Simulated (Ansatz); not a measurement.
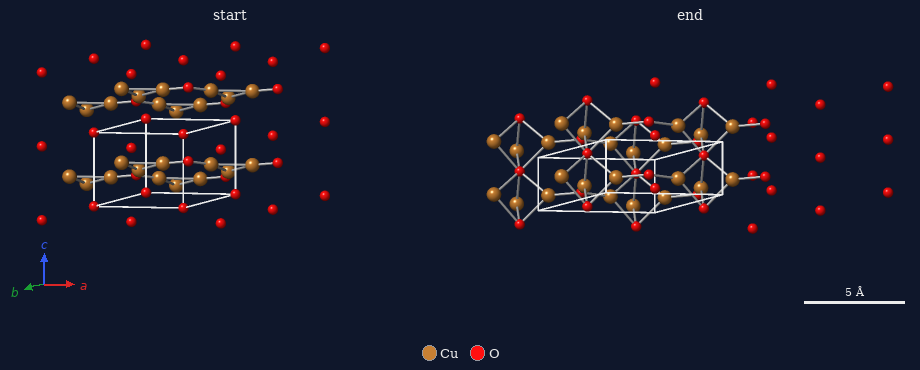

The structure of a crystal of Cu3O2 (a generated structure, set up in P-6m2) (coarse preliminary run) before (left) and after (right) a relaxation, at one scale.

A ball-and-stick model of the cell of the calculation, repeated 2 × 2 × 2 with one cell outlined, seen from a free direction.

Theory: DFT PBE, scalar-relativistic, plane waves, PAW (Ansatz).

The input:
```yaml
crystal:
  lattice:
    - [4.53263875, 0.0, 0.0]
    - [-2.26631937, 3.9253803, 0.0]
    - [0.0, 0.0, 3.7941285]
  atoms:
    - { symbol: Cu, position: [0.48796074, 0.51203926, 0.5], spin: 1.0 }
    - { symbol: Cu, position: [0.48796074, 0.97592148, 0.5], spin: -1.0 }
    - { symbol: Cu, position: [0.02407852, 0.51203926, 0.5], spin: -1.0 }
    - { symbol: O, position: [0.0, 0.0, 0.0] }
    - { symbol: O, position: [0.66666667, 0.33333333, 0.5] }
basis:
  ecutwfc: 420
kpoints:
  mp_grid: { grid: [6, 6, 4] }
hamiltonian:
  xc: pbe
scf:
  occupations: { method: gaussian, width: 0.1 }
  lower_state_search: "off"
output:
  forces: true
  stress: true
  eigenvalues: true
  populations: true
magnetization:
  spin_polarized: true
relax:
  adjacent_minimum: "off"
  f_tol: 0.04
  max_steps: 70
  cell: { stress_tol: 0.4 }
```

Command:
```bash
ansatz run input.yaml --threads 1 --pin off --max-ram 2560MiB --backend cpu --events-out ev --progress --plain --runs-dir out
```

Q: Summarise the run.

A: The run was cut off at its time limit before the program reported convergence, but its last step already meets the force threshold: the largest component is 0.011 eV/Å against 0.04 eV/Å. The pressure is within 0.06 GPa of its target. After 30 accepted moves (35 points after the start) the energy has fallen by 2864 meV per atom. Largest force component: 18 eV/Å at the start, 0.011 eV/Å at the end. Pressure: 89.25 GPa at the start and 0.06 GPa at the end. The line search rejected the trial steps at points 23, 24, 26 of the run. The SCF was repeated twice at an unchanged geometry on a basis and grid sized afresh for the cell, which shifted the energy by 134 meV per atom at most. The largest move relative to the cell is that of O4, 2.72 Å along [1 −1 0]. Largest moves by element: O 2.72 Å, Cu 0.69 Å. The volume changes by +21.6 %, with a = b 4.533 → 5.902 Å (+30.2 %), c 3.794 → 2.719 Å (−28.3 %). Near-neighbour distances that change, for instance: Cu1–O4 4.275 → 2.095 Å, Cu2–O4 2.957 → 2.094 Å, Cu2–Cu3 2.430 → 3.147 Å, Cu1–Cu2 2.430 → 3.143 Å. New bonds form: Cu1–O4 (4.27 → 2.09 Å), Cu2–O4 (2.96 → 2.09 Å), Cu3–O4 (2.96 → 2.09 Å). Bonds break: Cu1–Cu2 (2.10 → 2.76 Å), Cu1–Cu3 (2.10 → 2.76 Å), Cu2–Cu3 (2.10 → 2.76 Å). The space group (tolerance 0.01 Å) goes from P-6m2 (No. 187) to Amm2 (No. 38). The program noted that the starting moments weren't kept. The run took 33 min on 1 thread of Intel(R) Xeon(R) Processor @ 2.70GHz, on a shared host, peak memory 0.5 GiB.
